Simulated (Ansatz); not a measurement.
## A series of single points on Al2Pt

System: Al2Pt (3 atoms in the cell).
Method: Kohn-Sham DFT of a periodic cell, LDA, all-electron LAPW, scalar-relativistic, no spin polarisation (Ansatz 0.2.0).

The 7 runs differ only in the geometry, by an even scaling of the cell at fixed fractional positions. The structure derives from an entry of the Crystallography Open Database.

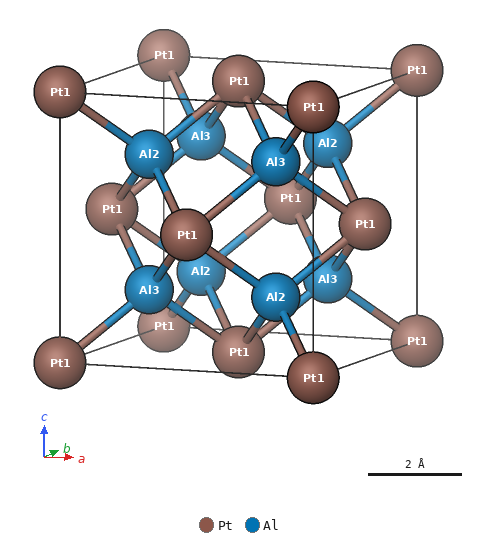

Figure 1. The structure of run 4 (ball-and-stick view of the cell 4 times as large as that of the calculation, set on its symmetry axes, seen slightly off an axis; atoms are numbered from 1 in the order of the input). An atom can appear more than once, as a periodic image.

**Input of run 4**
```yaml
crystal:
  lattice:
    - [0.0, 2.955, 2.955]
    - [2.955, 0.0, 2.955]
    - [2.955, 2.955, 0.0]
  atoms:
    - { symbol: Pt, position: [0.0, 0.0, 0.0] }
    - { symbol: Al, position: [0.75, 0.75, 0.75] }
    - { symbol: Al, position: [0.25, 0.25, 0.25] }
kpoints:
  mp_grid: { grid: [8, 8, 8] }
scf:
  occupations: { method: fermi_dirac, width: 0.05 }
hamiltonian:
  xc: lda
  pseudopotentials: { kind: all_electron, lapw: { basis_error: 0.002 } }
output:
  forces: true
  stress: true
  eigenvalues: true
```

Command:
```bash
ansatz run input.yaml --threads 2 --pin off --max-ram 6144MiB --backend cpu --events-out ev --progress --plain --runs-dir out
```

Run 3 differs from it as follows:
```diff
-    - [0.0, 2.955, 2.955]
-    - [2.955, 0.0, 2.955]
-    - [2.955, 2.955, 0.0]
+    - [0.0, 2.9351671877, 2.9351671877]
+    - [2.9351671877, 0.0, 2.9351671877]
+    - [2.9351671877, 2.9351671877, 0.0]
```

**Results, with one run withheld**

```csv
run,volume per atom (Å³),"free energy per atom, from the lowest run given (meV)",pressure (GPa)
1,16.170,7.43,5.16
2,16.514,0.00,1.80
3,16.858,?,?
4,17.202,5.03,−3.91
5,17.546,16.07,−6.31
6,17.890,32.00,−8.46
7,18.234,52.28,−10.37
```

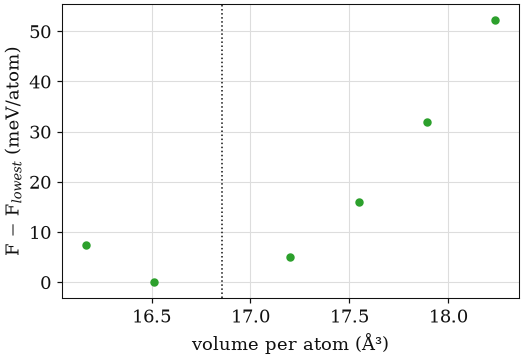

Figure 2. Free energy per atom of the runs given; the dotted line marks run 3.

Estimate the energy of run 3 from the others.

A cubic polynomial in V^(−2/3) (the Birch–Murnaghan form), fitted to the 6 runs given, misses them by under 0.01 meV per atom. With x = V^(−2/3) − 0.14988 Å⁻², it reads F = 5.8311 − 4472.7 x + 7.1678e+05 x² + 1.3289e+06 x³ (meV per atom). At run 3 it gives −0.55 meV per atom, and the run itself gives −0.55. The slope of the fit gives a pressure −dF/dV of −1.22 GPa there, and the run prints −1.22 GPa. The fit has its minimum at 16.714 Å³ per atom, where V d²F/dV² gives 145 GPa: the bulk modulus at this level, since symmetry fixes the shape and the positions.

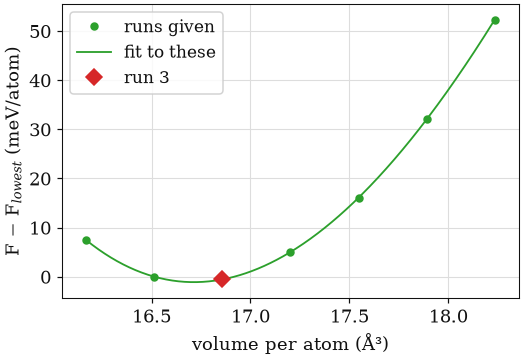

Figure 3. The fit and the withheld run.

**Output, shortened to warnings, some set-up lines, iterations and results (run 3)**
```
Basis set: ecut = 240.34173581410906 eV, 411 PW (Γ), exchange–correlation at level 2
Symmetry: 48 space group operations
k-points: 29 of 512
Initial density: superposition of atomic densities (chi_scale 0.1, normalization cell, long waves kept (reshape's long-wave potential 0.00 eV rms))
[...]
SCF iter   1: F=—  HF=-513848.706975 eV  |F-HF|=—  |Δ(HF+E_count)|=         —  Δρ=2.70e-2  dr2=2.06e-1  ethr=3.20e-4  ⟨swp⟩=2.8  Hψ=7304  notcnv=0
SCF iter   2: F=—  HF=-513848.569429 eV  |F-HF|=—  |Δ(HF+E_count)|=   1.38e-1  Δρ=8.05e-3  dr2=5.18e-2  ethr=3.20e-4  ⟨swp⟩=2.9  Hψ=3469  notcnv=0
SCF iter   3: F=—  HF=-513848.149533 eV  |F-HF|=—  |Δ(HF+E_count)|=   4.20e-1  Δρ=4.21e-3  dr2=5.42e-3  ethr=8.10e-5  ⟨swp⟩=3.0  Hψ=3481  notcnv=0
SCF iter   4: F=—  HF=-513848.133432 eV  |F-HF|=—  |Δ(HF+E_count)|=   1.61e-2  Δρ=1.62e-3  dr2=8.75e-4  ethr=8.46e-6  ⟨swp⟩=2.0  Hψ=3149  notcnv=0
SCF iter   5: F=—  HF=-513848.132760 eV  |F-HF|=—  |Δ(HF+E_count)|=   6.72e-4  Δρ=3.80e-4  dr2=4.71e-5  ethr=7.37e-8  ⟨swp⟩=2.0  Hψ=5439  notcnv=0
SCF iter   6: F=—  HF=-513848.132772 eV  |F-HF|=—  |Δ(HF+E_count)|=   1.23e-5  Δρ=4.87e-5  dr2=7.97e-7  ethr=7.36e-8  ⟨swp⟩=2.0  Hψ=3149  notcnv=0
SCF iter   7: F=-513848.132772 eV  HF=-513848.132772 eV  |F-HF|=6.56e-8  |Δ(HF+E_count)|=   1.47e-7  Δρ=9.01e-6  dr2=2.69e-8  ethr=1.25e-9  ⟨swp⟩=2.0  Hψ=3150  notcnv=0
SCF 1 converged in 7 iterations: F = -513848.132772 eV  dr2 = 2.69e-8
SCF converged after 7 iterations
Free energy (F): -513848.132772 eV
Harris-Foulkes:  -513848.132772 eV  (|F-HF|=6.56e-8)
Internal energy: -513848.120340 eV  (E = F + TS)
E sigma→0 (E₀):  -513848.126556 eV
Entropy (-TS):   -0.012432 eV (-4.144 meV/atom)
Fermi energy:    14.275523 eV
--- Per-component energies (eV) ---
  E_band       = -4832.832036
  E_kinetic    = 581600.525232
  E_xc         = -10378.574763
  E_electrostatic = -1085070.070809  (all electrons and nuclei)
  E_smearing   = -0.012432  (= −TS)
  E_closure    = 0.000000  (closes the sum)
  E_atoms      = -513829.505788  (free atoms, spherical and without spin; not in F)
  Σ components = -513848.132772   (vs F -513848.132772, Δ=0.00e0)
  Basis errors (estimates in eV, not in F): energy 7.7e-4 per atom: plane waves 7.2e-4 (4.0e-4 summed), levels above the bands 2.5e-58, relativity 5.0e-9, radial functions 5.3e-5, core shells 5.9e-8; eigenvalues (radial functions only) 2.4e-6; not estimated: angular momenta, meshes, grids; target …
--- Forces (eV/Å), atoms counted from 1 ---
  atom   1  Pt     0.00000000    -0.00000000    -0.00000000
  atom   2  Al    -0.00000000     0.00000000     0.00000000
  atom   3  Al    -0.00000000     0.00000000     0.00000000
  max |Σ_I F_I| component: 2.02e-18 eV/Å
--- Stress (GPa, compression-positive) ---
       -1.215496      -0.000000      -0.000000
       -0.000000      -1.215496      -0.000000
       -0.000000      -0.000000      -1.215496
  P = ⅓ Tr σ = -1.2155 GPa (-12.155 kbar)
```

Notes: Spin–orbit coupling is left out, which matters for Pt.
